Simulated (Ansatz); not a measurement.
# Cu(111) film, 5 layers, cover Au: surface scattering

Wanted: the relaxed structure and the transmission of Cu(111) film, 5 layers, cover Au.

Calculated with Ansatz 0.2.0; Ansatz plane-wave DFT, PBE, PAW files; relaxation of the atoms about the surface defect; PAW set soft_1, in the first sound run; inputs show where later runs differ.

## (1) The structure

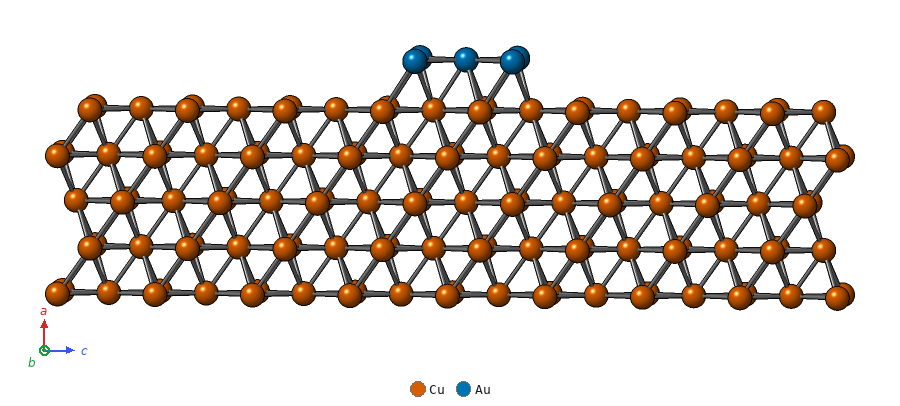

The cell as given, from the side, with the c axis across the page (copper orange, gold blue). Some periodic images of atoms are drawn too.

The cell holds 83 atoms: 80 Cu and 3 Au. Cell: a = 21.435 Å, b = 2.556 Å, c = 35.419 Å, α = 90.0°, β = 90.0°, γ = 90.0°. It derives from Cu. Vacuum lies along a. The structure's axis is c.

## (2) Relaxing about the defect

The neighbours of the defect are let go while the lead's layers stay on their sites, since a lead must repeat to 0.01 Å.

Contents of input.yaml:

```yaml
crystal:
  lattice:
    - [21.4354906455, 0.0, 0.0]
    - [0.0, 2.5561627297, 0.0]
    - [0.0, 0.0, 35.4192297623]
  atoms:
    - { symbol: Cu, position: [0.2099322136, 0.0, 0.0] }
    - { symbol: Cu, position: [0.2099322136, 0.5, 0.0625] }
    - { symbol: Cu, position: [0.3072986869, 0.0, 0.0416666667] }
    - { symbol: Cu, position: [0.3072986869, 0.5, 0.1041666667] }
    - { symbol: Cu, position: [0.4046651603, 0.0, 0.0833333333] }
    - { symbol: Cu, position: [0.4046651603, 0.5, 0.0208333333] }
    - { symbol: Cu, position: [0.5020316337, 0.0, 0.0] }
    - { symbol: Cu, position: [0.5020316337, 0.5, 0.0625] }
    - { symbol: Cu, position: [0.599398107, 0.0, 0.0416666667] }
    - { symbol: Cu, position: [0.599398107, 0.5, 0.1041666667] }
    - { symbol: Cu, position: [0.2099322136, 0.0, 0.125] }
    - { symbol: Cu, position: [0.2099322136, 0.5, 0.1875] }
    - { symbol: Cu, position: [0.3072986869, 0.0, 0.1666666667] }
    - { symbol: Cu, position: [0.3072986869, 0.5, 0.2291666667] }
    - { symbol: Cu, position: [0.4046651603, 0.0, 0.2083333333] }
    - { symbol: Cu, position: [0.4046651603, 0.5, 0.1458333333] }
    - { symbol: Cu, position: [0.5020316337, 0.0, 0.125] }
    - { symbol: Cu, position: [0.5020316337, 0.5, 0.1875] }
    - { symbol: Cu, position: [0.599398107, 0.0, 0.1666666667] }
    - { symbol: Cu, position: [0.599398107, 0.5, 0.2291666667] }
    - { symbol: Cu, position: [0.2099322136, 0.0, 0.25] }
    - { symbol: Cu, position: [0.2099322136, 0.5, 0.3125] }
    - { symbol: Cu, position: [0.3072986869, 0.0, 0.2916666667] }
    - { symbol: Cu, position: [0.3072986869, 0.5, 0.3541666667] }
    - { symbol: Cu, position: [0.4046651603, 0.0, 0.3333333333] }
    - { symbol: Cu, position: [0.4046651603, 0.5, 0.2708333333] }
    - { symbol: Cu, position: [0.5020316337, 0.0, 0.25] }
    - { symbol: Cu, position: [0.5020316337, 0.5, 0.3125] }
    - { symbol: Cu, position: [0.599398107, 0.0, 0.2916666667] }
    - { symbol: Cu, position: [0.599398107, 0.5, 0.3541666667] }
    - { symbol: Cu, position: [0.2099322136, 0.0, 0.375] }
    - { symbol: Cu, position: [0.2099322136, 0.5, 0.4375] }
    - { symbol: Cu, position: [0.3072986869, 0.0, 0.4166666667] }
    - { symbol: Cu, position: [0.3072986869, 0.5, 0.4791666667] }
    - { symbol: Cu, position: [0.4046651603, 0.0, 0.4583333333] }
    - { symbol: Cu, position: [0.4046651603, 0.5, 0.3958333333] }
    - { symbol: Cu, position: [0.5020316337, 0.0, 0.375] }
    - { symbol: Cu, position: [0.5020316337, 0.5, 0.4375] }
    - { symbol: Cu, position: [0.599398107, 0.0, 0.4166666667] }
    - { symbol: Cu, position: [0.599398107, 0.5, 0.4791666667] }
    - { symbol: Cu, position: [0.2099322136, 0.0, 0.5] }
    - { symbol: Cu, position: [0.2099322136, 0.5, 0.5625] }
    - { symbol: Cu, position: [0.3072986869, 0.0, 0.5416666667] }
    - { symbol: Cu, position: [0.3072986869, 0.5, 0.6041666667] }
    - { symbol: Cu, position: [0.4046651603, 0.0, 0.5833333333] }
    - { symbol: Cu, position: [0.4046651603, 0.5, 0.5208333333] }
    - { symbol: Cu, position: [0.5020316337, 0.0, 0.5] }
    - { symbol: Cu, position: [0.5020316337, 0.5, 0.5625] }
    - { symbol: Cu, position: [0.599398107, 0.0, 0.5416666667] }
    - { symbol: Cu, position: [0.599398107, 0.5, 0.6041666667] }
    - { symbol: Cu, position: [0.2099322136, 0.0, 0.625] }
    - { symbol: Cu, position: [0.2099322136, 0.5, 0.6875] }
    - { symbol: Cu, position: [0.3072986869, 0.0, 0.6666666667] }
    - { symbol: Cu, position: [0.3072986869, 0.5, 0.7291666667] }
    - { symbol: Cu, position: [0.4046651603, 0.0, 0.7083333333] }
    - { symbol: Cu, position: [0.4046651603, 0.5, 0.6458333333] }
    - { symbol: Cu, position: [0.5020316337, 0.0, 0.625] }
    - { symbol: Cu, position: [0.5020316337, 0.5, 0.6875] }
    - { symbol: Cu, position: [0.599398107, 0.0, 0.6666666667] }
    - { symbol: Cu, position: [0.599398107, 0.5, 0.7291666667] }
    - { symbol: Cu, position: [0.2099322136, 0.0, 0.75] }
    - { symbol: Cu, position: [0.2099322136, 0.5, 0.8125] }
    - { symbol: Cu, position: [0.3072986869, 0.0, 0.7916666667] }
    - { symbol: Cu, position: [0.3072986869, 0.5, 0.8541666667] }
    - { symbol: Cu, position: [0.4046651603, 0.0, 0.8333333333] }
    - { symbol: Cu, position: [0.4046651603, 0.5, 0.7708333333] }
    - { symbol: Cu, position: [0.5020316337, 0.0, 0.75] }
    - { symbol: Cu, position: [0.5020316337, 0.5, 0.8125] }
    - { symbol: Cu, position: [0.599398107, 0.0, 0.7916666667] }
    - { symbol: Cu, position: [0.599398107, 0.5, 0.8541666667] }
    - { symbol: Cu, position: [0.2099322136, 0.0, 0.875] }
    - { symbol: Cu, position: [0.2099322136, 0.5, 0.9375] }
    - { symbol: Cu, position: [0.3072986869, 0.0, 0.9166666667] }
    - { symbol: Cu, position: [0.3072986869, 0.5, 0.9791666667] }
    - { symbol: Cu, position: [0.4046651603, 0.0, 0.9583333333] }
    - { symbol: Cu, position: [0.4046651603, 0.5, 0.8958333333] }
    - { symbol: Cu, position: [0.5020316337, 0.0, 0.875] }
    - { symbol: Cu, position: [0.5020316337, 0.5, 0.9375] }
    - { symbol: Cu, position: [0.599398107, 0.0, 0.9166666667] }
    - { symbol: Cu, position: [0.599398107, 0.5, 0.9791666667] }
    - { symbol: Au, position: [0.7059865122, 0.0, 0.4583333333] }
    - { symbol: Au, position: [0.7059865122, 0.0, 0.5833333333] }
    - { symbol: Au, position: [0.7059865122, 0.5, 0.5208333333] }
kpoints:
  mp_grid: { grid: [1, 9, 1] }
hamiltonian:
  xc: pbe
  pseudopotentials: { kind: paw, azcp: { folder: soft_1 } }
scf:
  occupations: { method: fermi_dirac, width: 0.1 }
relax:
  f_tol: 0.03
  max_steps: 40
  constraints:
    - { sites: [0, 1, 2, 3, 4, 5, 6, 7, 8, 9, 10, 11, 12, 13, 14, 15, 16, 17, 18, 19, 20, 21, 22, 23, 24, 25, 26, 27, 28, 30, 31, 32, 33, 34, 35, 40, 41, 42, 43, 44, 45, 50, 51, 52, 53, 54, 55, 57, 58, 59, 60, 61, 62, 63, 64, 65, 66, 67, 68, 69, 70, 71, 72, 73, 74, 75, 76, 77, 78, 79] }
```

The run is started by

```console
> ansatz run input.yaml --threads 8 --pin off --max-ram 15360MiB --backend cpu --events-out ev --progress --plain --runs-dir out
```

Numbers of over 12 decimals in the logs are rounded to 6 here.

What it wrote:

```text
Engine: ansatz 0.2.0, x86_64-unknown-linux-gnu
Pseudopotentials: kind: paw
Pseudopotential: Cu, paw, valence charge 19, recommended cutoff 420 eV (normal), soft_1/Cu.paw.azcp
Pseudopotential: Au, paw, valence charge 19, recommended cutoff 420 eV (normal), soft_1/Au.paw.azcp
Functional definition: PBE
  parameter kappa = 0.804
  parameter beta = 0.066725
  exchange = pbe_x(kappa = kappa, mu = beta*pi^2/3)
  correlation = pbe_c(beta = beta)
Crystal: 83 atoms, lattice volume = 1940.712 Å³
Basis set: ecut = 420 eV, 38121 PW (Γ), exchange–correlation on 288×36×480 points (8 copies of the dense FFT grid, shifted against one another)
Bands: 947, of which v1, the nominal top of the filled ones, is band 789 counted from 1 (788 counted from 0)
Symmetry: 2 space group operations
Space group: Pm (ITA 6), of the structure as read, at distance tolerance 1.2e-4 Å
k-points: 5 of 9
Non-local potential: Cu, projectors of the file, l = 0: 3, l = 1: 2, l = 2: 3, l = 3: 1
Non-local potential: Au, projectors of the file, l = 0: 3, l = 1: 2, l = 2: 2, l = 3: 1
PAW form: soft (Blöchl's): semilocal exchange-correlation on the pseudo side does not see the compensation charge
PAW one-centre angular grid: Cu, 590 points (default); XC on 64 Gauss nodes
PAW one-centre angular grid: Au, 590 points (default); XC on 64 Gauss nodes
Initial density: superposition of atomic densities (neutral atoms: chi_scale 0, normalization atom)
Initial wavefunctions: pseudopotential atomic-orbital guess
Functional: x = pbe(κ = 0.804, μ = 0.219515), c = pbe(β = 0.066725)
SCF iter   1: F=—  HF=-569521.292789 eV  |F-HF|=—  |Δ(HF+E_count)|=         —  Δρ=1.81e-1  dr2=3.89e2  ethr=3.10e-3  ⟨swp⟩=6.0  Hψ=18071  notcnv=0  defer=219
preconditioner: auto → LDOS  [metal: Δε(μ)=0.052 eV  Ē_g=7.955 eV  σ=0.100 eV  W_gap=0.13  n_scr=538 (ndim 8)  ℏωp=25.5 eV  f_vac=0.456  D(μ)=42.09/eV (n_scr^D=242)  β→1.0]
SCF iter   2: F=—  HF=-569966.840062 eV  |F-HF|=—  |Δ(HF+E_count)|=    4.46e2  Δρ=3.75e-1  dr2=1.58e3  ethr=3.10e-3  ⟨swp⟩=4.0  Hψ=15555  notcnv=0  defer=553  recentre
SCF iter   3: F=—  HF=-569457.882017 eV  |F-HF|=—  |Δ(HF+E_count)|=    5.09e2  Δρ=4.82e-2  dr2=3.14e1  ethr=3.10e-3  ⟨swp⟩=4.0  Hψ=12132  notcnv=0  defer=588
SCF iter   4: F=—  HF=-569453.976395 eV  |F-HF|=—  |Δ(HF+E_count)|=    3.91e0  Δρ=2.28e-2  dr2=5.84e0  ethr=1.99e-3  ⟨swp⟩=2.6  Hψ=7799  notcnv=0  defer=572
SCF iter   5: F=—  HF=-569452.814343 eV  |F-HF|=—  |Δ(HF+E_count)|=    1.16e0  Δρ=6.48e-3  dr2=7.98e-1  ethr=3.70e-4  ⟨swp⟩=2.0  Hψ=7796  notcnv=0  defer=572
SCF iter   6: F=—  HF=-569452.844182 eV  |F-HF|=—  |Δ(HF+E_count)|=   2.98e-2  Δρ=2.32e-3  dr2=1.11e-1  ethr=5.06e-5  ⟨swp⟩=2.0  Hψ=6446  notcnv=0  defer=572
SCF iter   7: F=—  HF=-569452.855391 eV  |F-HF|=—  |Δ(HF+E_count)|=   1.12e-2  Δρ=7.74e-4  dr2=1.41e-2  ethr=7.04e-6  ⟨swp⟩=2.0  Hψ=6426  notcnv=0  defer=572
SCF iter   8: F=—  HF=-569452.865679 eV  |F-HF|=—  |Δ(HF+E_count)|=   1.03e-2  Δρ=4.18e-4  dr2=3.30e-3  ethr=8.96e-7  ⟨swp⟩=2.0  Hψ=6742  notcnv=0  defer=572
SCF iter   9: F=—  HF=-569452.865880 eV  |F-HF|=—  |Δ(HF+E_count)|=   2.01e-4  Δρ=2.04e-4  dr2=1.23e-3  ethr=2.09e-7  ⟨swp⟩=2.0  Hψ=6321  notcnv=0  defer=572
SCF iter  10: F=—  HF=-569452.865915 eV  |F-HF|=—  |Δ(HF+E_count)|=   3.56e-5  Δρ=6.52e-5  dr2=1.16e-4  ethr=7.80e-8  ⟨swp⟩=2.0  Hψ=6215  notcnv=0  defer=572
SCF iter  11: F=-569452.865940 eV  HF=-569452.865921 eV  |F-HF|=1.89e-5  |Δ(HF+E_count)|=   5.62e-6  Δρ=2.49e-5  dr2=8.95e-6  ethr=1.43e-9  ⟨swp⟩=3.0  Hψ=16952  notcnv=0
SCF 1 converged in 11 iterations: F = -569452.865940 eV  dr2 = 8.95e-6
  greatest PAW one-centre occupation: 1.000 electrons in one spin orbital (limit 2), on the Au atom at site 81 (counted from 0), in its partial waves of l = 0
relax step   1: F+E_penalty+E_count = -569452.86593997 eV  Δ(F+E_penalty+E_count) = +0.000e0 eV  max|allowed force component| = 3.318e0 eV/Å  Δτ_max = 0.0000 Å  (11 SCF iters, dr2 threshold 2.25e-5 eV, accepted)
Initial density: handed on by an earlier stage of this run
Initial wavefunctions: those handed on with the density
iter 1 solved again at ethr=1.11e-5 eV; its pass at ethr=3.10e-3 eV (dr2=1.75e-1 eV) is discarded
SCF iter   1: F=—  HF=-569453.716111 eV  |F-HF|=—  |Δ(HF+E_count)|=         —  Δρ=2.69e-3  dr2=2.59e-1  ethr=1.11e-5  ⟨swp⟩=2.6  Hψ=20457  notcnv=0  defer=296
eigensolver tolerance schedule calibrated: the retry pair's looser diagonalisation under-reported the residual by θ = 0.32 (0.13/decade); ethr = c·dr2/N_el runs at the constant in force after the calibration composes with the one it found (an armed cap, an earlier calibration), c = 5.7e-2
preconditioner: auto → LDOS  [metal: Δε(μ)=0.002 eV  Ē_g=8.750 eV  σ=0.100 eV  W_gap=0.00  n_scr=538 (ndim 8)  ℏωp=25.5 eV  f_vac=0.455  D(μ)=30.28/eV (n_scr^D=168)  β→1.0]
SCF iter   2: F=—  HF=-569453.726135 eV  |F-HF|=—  |Δ(HF+E_count)|=   1.00e-2  Δρ=1.92e-3  dr2=1.71e-1  ethr=9.35e-6  ⟨swp⟩=3.0  Hψ=10150  notcnv=0  defer=296
SCF iter   3: F=—  HF=-569453.691192 eV  |F-HF|=—  |Δ(HF+E_count)|=   3.49e-2  Δρ=9.94e-4  dr2=1.49e-2  ethr=6.18e-6  ⟨swp⟩=3.0  Hψ=10506  notcnv=0  defer=365
SCF iter   4: F=—  HF=-569453.689625 eV  |F-HF|=—  |Δ(HF+E_count)|=   1.57e-3  Δρ=7.44e-4  dr2=6.96e-3  ethr=5.38e-7  ⟨swp⟩=3.0  Hψ=9609  notcnv=0  defer=379
SCF iter   5: F=—  HF=-569453.688500 eV  |F-HF|=—  |Δ(HF+E_count)|=   1.12e-3  Δρ=1.53e-4  dr2=3.59e-4  ethr=2.51e-7  ⟨swp⟩=2.0  Hψ=7874  notcnv=0  defer=379
SCF iter   6: F=-569453.688437 eV  HF=-569453.688481 eV  |F-HF|=4.33e-5  |Δ(HF+E_count)|=   1.94e-5  Δρ=6.22e-5  dr2=5.67e-5  ethr=3.60e-9  ⟨swp⟩=2.6  Hψ=19014  notcnv=0
SCF 2 converged in 6 iterations: F = -569453.688437 eV  dr2 = 5.67e-5
relax step   2: F+E_penalty+E_count = -569453.68843747 eV  Δ(F+E_penalty+E_count) = -8.225e-1 eV  max|allowed force component| = 9.632e-1 eV/Å  Δτ_max = 0.1968 Å  (6 SCF iters, dr2 threshold 1.00e-4 eV, accepted)
SCF iter   1: F=—  HF=-569453.903771 eV  |F-HF|=—  |Δ(HF+E_count)|=         —  Δρ=3.43e-3  dr2=1.59e-1  ethr=1.50e-4  ⟨swp⟩=6.4  Hψ=18087  notcnv=0  defer=344
preconditioner: auto → LDOS  [metal: Δε(μ)=0.003 eV  Ē_g=8.747 eV  σ=0.100 eV  W_gap=0.01  n_scr=538 (ndim 8)  ℏωp=25.5 eV  f_vac=0.454  D(μ)=30.61/eV (n_scr^D=168)  β→1.0]
SCF iter   2: F=—  HF=-569453.879961 eV  |F-HF|=—  |Δ(HF+E_count)|=   2.38e-2  Δρ=2.17e-3  dr2=1.21e-1  ethr=1.01e-5  ⟨swp⟩=3.0  Hψ=10740  notcnv=0  defer=520
SCF iter   3: F=—  HF=-569453.854651 eV  |F-HF|=—  |Δ(HF+E_count)|=   2.53e-2  Δρ=1.04e-3  dr2=1.52e-2  ethr=7.68e-6  ⟨swp⟩=3.0  Hψ=8152  notcnv=0  defer=520
[...]
SCF iter   3: F=-569453.888372 eV  HF=-569453.888372 eV  |F-HF|=1.07e-7  |Δ(HF+E_count)|=   1.06e-7  Δρ=2.82e-6  dr2=9.24e-8  ethr=6.34e-12  ⟨swp⟩=3.0  Hψ=16485  notcnv=0
SCF 14 converged in 3 iterations: F = -569453.888372 eV  dr2 = 9.24e-8
relax step  14: F+E_penalty+E_count = -569453.88837200 eV  Δ(F+E_penalty+E_count) = -1.242e-7 eV  max|allowed force component| = 9.933e-4 eV/Å  Δτ_max = 0.0000 Å  (3 SCF iters, accepted)
SCF converged after 3 iterations
Free energy (F): -569453.888372 eV
Harris-Foulkes:  -569453.888372 eV  (|F-HF|=1.07e-7)
Internal energy: -569452.916017 eV  (E = F + TS)
E sigma→0 (E₀):  -569453.402194 eV
Entropy (-TS):   -0.972355 eV (-11.715 meV/atom)
Fermi energy:    6.186287 eV
--- Per-component energies (eV) ---
  E_band       = -46066.020703
  E_kinetic    = 22651.221766
  E_local      = -2566277.526822  (includes V_loc(G=0)·N_el)
  E_nonlocal   = 71583.008747
  E_hartree    = 1247246.336354
  E_xc         = -6129.181378
  E_vxc        = -7861.163104  (∫ρ·V_xc dr)
  E_paw        = -174476.009880  (= ΣΔE_a)
  E_vpaw       = -60654.329119  (= ΣTr[D̂ρ^β])
  E_aug_tail   = 0.083175  (compensation charges beyond the density's cutoff)
  E_ewald      = 835949.152022
  E_smearing   = -0.972355  (= −TS)
  E_closure    = -0.000000  (closes the sum)
  Σ components = -569453.888372   (vs F -569453.888372, Δ=0.00e0)
--- Forces (eV/Å), atoms counted from 1 ---
  atom   1  Cu     0.01486150     0.00000000     0.00081811
  atom   2  Cu     0.01368256     0.00000000     0.00005361
  atom   3  Cu    -0.05206505     0.00000000    -0.00651278
  atom   4  Cu    -0.05061027     0.00000000    -0.00686757
  atom   5  Cu    -0.00261847     0.00000000    -0.00073626
  atom   6  Cu    -0.00104883     0.00000000    -0.00126584
  atom   7  Cu     0.05579389     0.00000000     0.00492325
  atom   8  Cu     0.05502262     0.00000000     0.01041288
  atom   9  Cu    -0.02144555     0.00000000    -0.00151264
  atom  10  Cu    -0.01670417     0.00000000     0.00127967
  atom  11  Cu     0.01879415     0.00000000    -0.00426504
  atom  12  Cu     0.01753471     0.00000000     0.00155413
  atom  13  Cu    -0.05229346     0.00000000    -0.00393721
  atom  14  Cu    -0.05235122     0.00000000    -0.00513332
  atom  15  Cu     0.00141370     0.00000000     0.00062498
  atom  16  Cu    -0.00074611     0.00000000     0.00032582
  atom  17  Cu     0.05423450     0.00000000     0.00691896
  atom  18  Cu     0.05024946     0.00000000     0.00689783
  atom  19  Cu    -0.01697168     0.00000000    -0.00132017
  atom  20  Cu    -0.01610833     0.00000000    -0.00418860
  atom  21  Cu     0.02097615     0.00000000     0.00377059
  atom  22  Cu     0.01722124     0.00000000     0.00532540
  atom  23  Cu    -0.04442153     0.00000000    -0.00728457
  atom  24  Cu    -0.05498871     0.00000000    -0.01069516
  atom  25  Cu     0.05997396     0.00000000     0.04206200
  atom  26  Cu     0.00065334     0.00000000    -0.00201997
  atom  27  Cu     0.05099692     0.00000000     0.00492929
  atom  28  Cu     0.02850063     0.00000000     0.00871449
  atom  29  Cu    -0.01443918     0.00000000    -0.07398750
  atom  30  Cu    -0.00043951     0.00000000     0.00043774
  atom  31  Cu     0.01460809     0.00000000     0.00171171
  atom  32  Cu     0.02612111     0.00000000     0.00620086
  atom  33  Cu    -0.05686852     0.00000000    -0.00432732
  atom  34  Cu    -0.05310216     0.00000000    -0.00265301
  atom  35  Cu     0.01358341     0.00000000    -0.04760881
  atom  36  Cu     0.08818120     0.00000000    -0.01075589
  atom  37  Cu     0.00062528     0.00000000     0.00018922
  atom  38  Cu     0.00013996     0.00000000     0.00051717
  atom  39  Cu    -0.00067915     0.00000000    -0.00093653
  atom  40  Cu    -0.00051437     0.00000000     0.00006353
[...]
atom  72  Cu     0.01589675     0.00000000     0.00328165
  atom  73  Cu    -0.05035154     0.00000000    -0.00761442
  atom  74  Cu    -0.05167187     0.00000000    -0.00378312
  atom  75  Cu    -0.00348287     0.00000000     0.00099359
  atom  76  Cu    -0.00186485     0.00000000     0.00019127
  atom  77  Cu     0.05121976     0.00000000     0.00492099
  atom  78  Cu     0.05392318     0.00000000     0.00379759
  atom  79  Cu    -0.01542636     0.00000000    -0.00024056
  atom  80  Cu    -0.01809545     0.00000000    -0.00325386
  atom  81  Au     0.00056370     0.00000000    -0.00037388
  atom  82  Au     0.00008041     0.00000000    -0.00041301
  atom  83  Au     0.00066348     0.00000000     0.00099333
  max |Σ_I F_I| component: 2.48e-4 eV/Å
--- Relaxed structure (14 steps of the walk, 13 accepted, 0 SCFs on fresh bases) ---
  F+E_penalty+E_count = -569453.88837200 eV   max|allowed force component| = 9.933e-4 eV/Å
  atoms:
    - { symbol: Cu, position: [0.209932, 0.0, 0.0] }
    - { symbol: Cu, position: [0.209932, 0.5, 0.0625] }
    - { symbol: Cu, position: [0.307299, 0.0, 0.041667] }
    - { symbol: Cu, position: [0.307299, 0.5, 0.104167] }
    - { symbol: Cu, position: [0.404665, 0.0, 0.083333] }
    - { symbol: Cu, position: [0.404665, 0.5, 0.020833] }
    - { symbol: Cu, position: [0.5020316337, 0.0, 0.0] }
    - { symbol: Cu, position: [0.5020316337, 0.5, 0.0625] }
    - { symbol: Cu, position: [0.599398107, 0.0, 0.041667] }
    - { symbol: Cu, position: [0.599398107, 0.5, 0.104167] }
    - { symbol: Cu, position: [0.209932, 0.0, 0.125] }
    - { symbol: Cu, position: [0.209932, 0.5, 0.1875] }
    - { symbol: Cu, position: [0.307299, 0.0, 0.166667] }
    - { symbol: Cu, position: [0.307299, 0.5, 0.229167] }
    - { symbol: Cu, position: [0.404665, 0.0, 0.208333] }
    - { symbol: Cu, position: [0.404665, 0.5, 0.145833] }
    - { symbol: Cu, position: [0.5020316337, 0.0, 0.125] }
    - { symbol: Cu, position: [0.5020316337, 0.5, 0.1875] }
    - { symbol: Cu, position: [0.599398107, 0.0, 0.166667] }
    - { symbol: Cu, position: [0.599398107, 0.5, 0.229167] }
    - { symbol: Cu, position: [0.209932, 0.0, 0.25] }
    - { symbol: Cu, position: [0.209932, 0.5, 0.312500] }
    - { symbol: Cu, position: [0.307299, 0.0, 0.291667] }
    - { symbol: Cu, position: [0.307299, 0.5, 0.354167] }
    - { symbol: Cu, position: [0.404665, 0.0, 0.3333333333] }
    - { symbol: Cu, position: [0.404665, 0.5, 0.270833] }
    - { symbol: Cu, position: [0.5020316337, 0.0, 0.25] }
    - { symbol: Cu, position: [0.5020316337, 0.5, 0.312500] }
    - { symbol: Cu, position: [0.599398107, 0.0, 0.291667] }
    - { symbol: Cu, position: [0.600007, 0.5, 0.353426] }
    - { symbol: Cu, position: [0.209932, 0.0, 0.375] }
    - { symbol: Cu, position: [0.209932, 0.5, 0.437500] }
    - { symbol: Cu, position: [0.307299, 0.0, 0.416667] }
    - { symbol: Cu, position: [0.307299, 0.5, 0.479167] }
    - { symbol: Cu, position: [0.404665, 0.0, 0.458333] }
    - { symbol: Cu, position: [0.404665, 0.5, 0.395833] }
    - { symbol: Cu, position: [0.503694, 0.0, 0.375181] }
    - { symbol: Cu, position: [0.503339, 0.5, 0.436926] }
    - { symbol: Cu, position: [0.604248, 0.0, 0.415418] }
    - { symbol: Cu, position: [0.597178, 0.5, 0.478921] }
[...]
- { symbol: Cu, position: [0.599398107, 0.0, 0.791667] }
    - { symbol: Cu, position: [0.599398107, 0.5, 0.854167] }
    - { symbol: Cu, position: [0.209932, 0.0, 0.875000] }
    - { symbol: Cu, position: [0.209932, 0.5, 0.937500] }
    - { symbol: Cu, position: [0.307299, 0.0, 0.9166666667] }
    - { symbol: Cu, position: [0.307299, 0.5, 0.9791666667] }
    - { symbol: Cu, position: [0.404665, 0.0, 0.958333] }
    - { symbol: Cu, position: [0.404665, 0.5, 0.895833] }
    - { symbol: Cu, position: [0.5020316337, 0.0, 0.875000] }
    - { symbol: Cu, position: [0.5020316337, 0.5, 0.937500] }
    - { symbol: Cu, position: [0.599398107, 0.0, 0.9166666667] }
    - { symbol: Cu, position: [0.599398107, 0.5, 0.9791666667] }
    - { symbol: Au, position: [0.702281, 0.0, 0.464360] }
    - { symbol: Au, position: [0.701055, 0.0, 0.617256] }
    - { symbol: Au, position: [0.709164, 0.5, 0.540720] }
```

The job ended after 35 min (8 threads of Intel Xeon 6975P-C (Granite Rapids), shared host; peak memory 10 GiB; 4.5 h of CPU time).

[end of part 1 of 2]

[Logs are printed without paths, hosts, clocks, repeated set-up lines and the standing remarks that a program may print on its own settings, such as how far it seeks lower states.]

[Hosts, paths, dates, database ids (printed as entryN), source tags and the programs' standing remarks are cut or masked in the printed files.]
